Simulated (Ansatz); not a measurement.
## WSi$_{2}$: geometry relaxation (part 2 of 2)

Continued. System: WSi$_{2}$ (I4/mmm, 3 atoms in the cell). Method: DFT PBE, scalar-relativistic, plane waves, PAW, no spin polarisation (Ansatz 0.2.0); cutoff 420 eV, 18×18×18 k-mesh, Gaussian smearing of 0.1 eV. The structure derives from an entry of the Crystallography Open Database.

Geometry of the input (Å; fractional positions):
```
-1.6060  1.6060  3.9400
1.6060  -1.6060  3.9400
1.6060  1.6060  -3.9400
Si 0.3330  0.3330  0.0000
Si 0.6670  0.6670  0.0000
W  0.0000  0.0000  0.0000
```

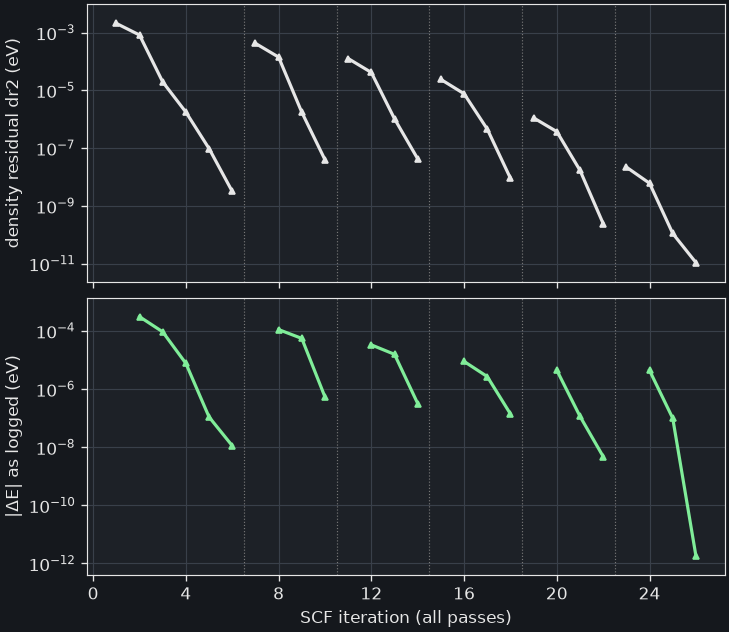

**Figure 1.** Convergence of the self-consistent field: density residual dr2 and size of the energy change against the SCF iteration. The dotted lines part the SCF passes of the relaxation: geometry steps, rejected trials and re-solves on a re-selected basis. The 6 passes take 4 to 6 iterations each, 26 in all.

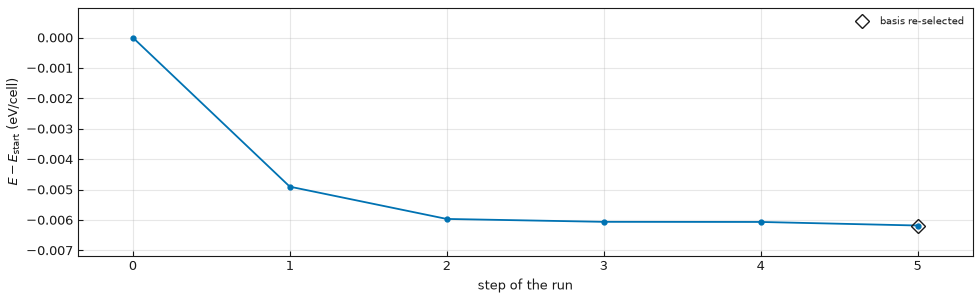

**Figure 2.** Progress of the relaxation, step by step (the first geometry is step 0 here and step 1 in the log).

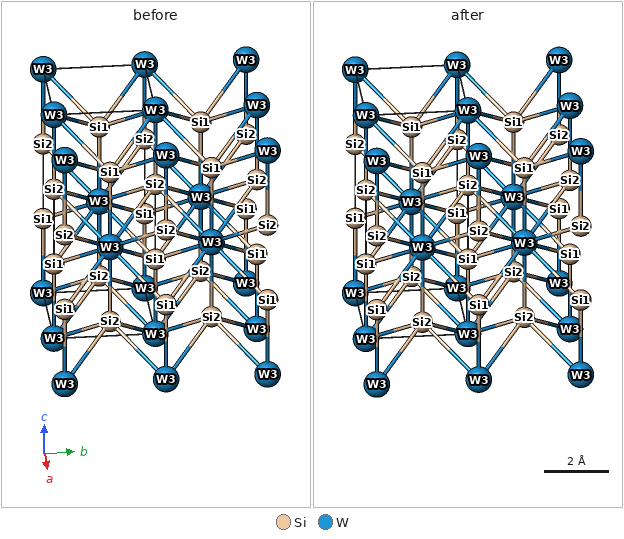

**Figure 3.** Before (left) and after (right) the relaxation, at one scale (ball-and-stick view of the cell 2 times as large as that of the calculation, set on its symmetry axes, repeated 2 × 2 × 1, seen at an oblique angle). The energy falls by 6.1 meV per cell of the calculation in 4 geometry steps. Largest force component: 0.22 eV/Å at the start, under 0.0001 eV/Å at the end. Pressure: 1.66 GPa at the start and 0.00 GPa at the end. The largest moves relative to the cell, 0.012 Å, are those of Si1 and Si2. W stays in place. The volume changes by +0.9 %, with a = b 3.212 → 3.229 Å (+0.5 %), c 7.880 → 7.867 Å (−0.2 %). The space group stays I4/mmm (No. 139). A last SCF at the same geometry on a re-selected plane-wave basis shifts the energy by −0.1 meV per cell of the calculation. (Atoms are counted from 1 in the order of the input.)

```
basis re-selected at this cell: Δ(F+E_penalty+E_count) = -1.170e-4 eV, ΔP = +0.003 GPa vs the last step (what re-selecting the basis moved, of the pressure what is left beyond the Pulay correction that the steps carried, after the strain that the cell walked since its last selection, with what the two solves' SCF thresholds leave and, on support functions, any second-order correction that the steps lacked; it is no measure of the basis error at this ecutwfc). This SCF's stress stands 6.28e-3 GPa from its target on what of the cell is left free (relax.cell.stress_tol is 5.00e-2 GPa) and its largest allowed force component is 1.55e-5 eV/Å (relax.f_tol is 5.00e-3 eV/Å): within both
SCF converged after 4 iterations
Free energy (F): -11657.461769 eV
Harris-Foulkes:  -11657.461769 eV  (|F-HF|=9.09e-12)
Internal energy: -11657.460867 eV  (E = F + TS)
E sigma→0 (E₀):  -11657.461318 eV
Entropy (-TS):   -0.000902 eV (-0.301 meV/atom)
Fermi energy:    16.478551 eV
--- Per-component energies (eV) ---
  E_band       = -85.626975
  E_kinetic    = 540.145710
  E_local      = -955.984929  (includes V_loc(G=0)·N_el)
  E_nonlocal   = 50.493091
  E_hartree    = 374.142808
  E_xc         = -381.516999
  E_vxc        = -338.053107  (∫ρ·V_xc dr)
  E_paw        = -9588.250366  (= ΣΔE_a)
  E_vpaw       = -130.513265  (= ΣTr[D̂ρ^β])
  E_aug_tail   = -0.000070  (compensation charges beyond the density's cutoff)
  E_ewald      = -1696.490113
  E_smearing   = -0.000902  (= −TS)
  E_closure    = 0.000000  (closes the sum)
  Σ components = -11657.461769   (vs F -11657.461769, Δ=0.00e0)
--- Forces (eV/Å), atoms counted from 1 ---
  atom   1  Si     0.00000000    -0.00000000     0.00001547
  atom   2  Si     0.00000000     0.00000000    -0.00001547
  atom   3  W     -0.00000000     0.00000000     0.00000000
  max |Σ_I F_I| component: 3.39e-21 eV/Å
--- Stress (GPa, compression-positive) ---
        0.006280       0.000000      -0.000000
        0.000000       0.006280       0.000000
       -0.000000       0.000000       0.000555
  P = ⅓ Tr σ = 0.0044 GPa (0.044 kbar)
--- Band table (eV; the first three rows and the last of 480) ---
  k-point 0: bands = ["-57.3339", "-21.6229", "-21.6045", "-21.6045", "2.5197", "9.7188", "12.7216", "13.2245", "13.6700", "13.6700", "17.0797", "19.1340", "19.4582", "19.5172", "19.5172"]
  k-point 1: bands = ["-57.3335", "-21.6218", "-21.6106", "-21.6099", "2.6186", "9.8091", "12.3824", "13.2448", "13.4138", "14.0266", "16.5744", "18.9845", "19.5912", "19.6104", "19.7542"]
  k-point 2: bands = ["-57.3322", "-21.6278", "-21.6252", "-21.6184", "2.9113", "10.0647", "11.8705", "12.8008", "13.3100", "14.5259", "15.4805", "18.7804", "19.7852", "19.8131", "20.3364"]
  k-point 479: bands = ["-57.3337", "-21.6388", "-21.6057", "-21.6057", "4.7529", "5.5490", "12.7165", "13.9352", "15.6345", "15.6345", "15.9844", "15.9844", "17.2521", "20.9196", "21.1993"]
--- Relaxed structure (5 steps of the walk, 5 accepted, 1 SCFs on fresh bases) ---
  F+E_penalty+E_count = -11657.46176903 eV   max|allowed force component| = 1.547e-5 eV/Å   (the final SCF, on the basis selected at the relaxed cell)
  cell:  # Å, volume = 41.0153 Å³
    - [-1.6145179884400238, 1.6145179884400238, 3.9336866502278114]
    - [1.6145179884400238, -1.6145179884400238, 3.9336866502278114]
    - [1.6145179884400238, 1.6145179884400238, -3.9336866502278114]
  atoms:
    - { symbol: Si, position: [0.3345674080097826, 0.3345674080097826, -6.504595263032574e-36] }
    - { symbol: Si, position: [0.6654325919902175, 0.6654325919902175, 2.064503007141204e-34] }
    - { symbol: W, position: [9.172604155470604e-21, 9.172604155470702e-21, 7.557513673044258e-35] }
```

**Trajectory as extended XYZ (Å, eV, eV/Å), 6 frames, from step=1 to step=6**
```
3
Lattice="-1.6060 1.6060 3.9400 1.6060 -1.6060 3.9400 1.6060 1.6060 -3.9400" Properties=species:S:1:pos:R:3:forces:R:3 step=1 energy=-11657.45559 pressure_GPa=1.66
Si    0.0000    0.0000    2.6240    0.0000   0.0000   0.2223
Si    0.0000    0.0000    5.2560    0.0000   0.0000  -0.2223
W     0.0000    0.0000    0.0000    0.0000   0.0000   0.0000
3
Lattice="-1.6187 1.6187 3.9248 1.6187 -1.6187 3.9248 1.6187 1.6187 -3.9248" Properties=species:S:1:pos:R:3:forces:R:3 step=2 energy=-11657.46049 pressure_GPa=-0.58
Si    0.0000    0.0000    2.6238    0.0000   0.0000   0.0525
Si    0.0000    0.0000    5.2257    0.0000   0.0000  -0.0525
W     0.0000    0.0000    0.0000    0.0000   0.0000   0.0000
3
Lattice="-1.6150 1.6150 3.9317 1.6150 -1.6150 3.9317 1.6150 1.6150 -3.9317" Properties=species:S:1:pos:R:3:forces:R:3 step=3 energy=-11657.46155 pressure_GPa=-0.06
Si    0.0000    0.0000    2.6289    0.0000   0.0000   0.0383
Si    0.0000    0.0000    5.2345    0.0000   0.0000  -0.0383
W     0.0000    0.0000    0.0000    0.0000   0.0000   0.0000
3
Lattice="-1.6145 1.6145 3.9336 1.6145 -1.6145 3.9336 1.6145 1.6145 -3.9336" Properties=species:S:1:pos:R:3:forces:R:3 step=4 energy=-11657.46165 pressure_GPa=0.01
Si    0.0000    0.0000    2.6316    0.0000   0.0000   0.0094
Si    0.0000    0.0000    5.2355    0.0000   0.0000  -0.0094
W     0.0000    0.0000    0.0000    0.0000   0.0000   0.0000
3
Lattice="-1.6145 1.6145 3.9337 1.6145 -1.6145 3.9337 1.6145 1.6145 -3.9337" Properties=species:S:1:pos:R:3:forces:R:3 step=5 energy=-11657.46165 pressure_GPa=0.00
Si    0.0000    0.0000    2.6322    0.0000   0.0000   0.0000
Si    0.0000    0.0000    5.2352    0.0000   0.0000   0.0000
W     0.0000    0.0000    0.0000    0.0000   0.0000   0.0000
3
Lattice="-1.6145 1.6145 3.9337 1.6145 -1.6145 3.9337 1.6145 1.6145 -3.9337" Properties=species:S:1:pos:R:3:forces:R:3 step=6 energy=-11657.46177 pressure_GPa=0.00
Si    0.0000    0.0000    2.6322    0.0000   0.0000   0.0000
Si    0.0000    0.0000    5.2352    0.0000   0.0000   0.0000
W     0.0000    0.0000    0.0000    0.0000   0.0000   0.0000
```
